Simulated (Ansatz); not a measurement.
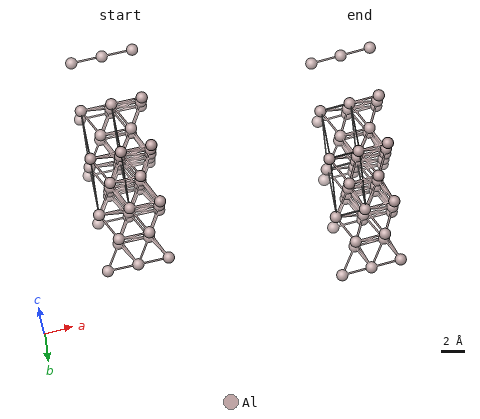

The structure of crystalline Al (a generated structure, set up in P1) (coarse preliminary run) before (left) and after (right) a relaxation, at one scale.

The picture is a ball-and-stick view of the cell of the calculation, repeated 2 × 2 × 2 with one cell outlined, seen from a free direction.

Computed with DFT PBE, scalar-relativistic, plane waves, PAW in Ansatz 0.2.0. Settings: plane-wave cutoff 420 eV; k-point mesh 12 × 12 × 12; occupations gaussian; smearing width 0.2 eV; no spin polarisation; cell and atoms relaxed; force threshold 0.025 eV/Å; at most 60 steps.

Q: Summarise the run.

A: The run was cut off at its time limit before the relaxation converged, so the last structure is only a point on the way. The largest move relative to the cell is that of an Al atom, 0.24 Å along [2 −2 −3]. Cell: a 2.868 → 2.817 Å (−1.8 %), b 5.484 → 5.662 Å (+3.2 %), c 5.309 → 5.225 Å (−1.6 %), α 118.0° → 118.5°, β 99.8° → 98.3°, γ 100.9° → 106.2°. Volume −3.9 %. Near-neighbour distances that change, for instance: Al–Al 3.245 → 2.847 Å, Al–Al 3.282 → 2.992 Å, Al–Al 3.162 → 2.909 Å, Al–Al 3.279 → 3.059 Å. The space group stays P1 (No. 1). Over 2 geometry steps the energy falls by 46.6 meV per atom. Largest force component: 0.44 eV/Å at the start, 0.16 eV/Å at the end. The pressure goes from −0.97 to 0.98 GPa. Cost: 9.7 min on 1 thread of Intel(R) Xeon(R) Processor @ 2.50GHz (Skylake/Cascade Lake), with other jobs on the host, peak memory 1.6 GiB.
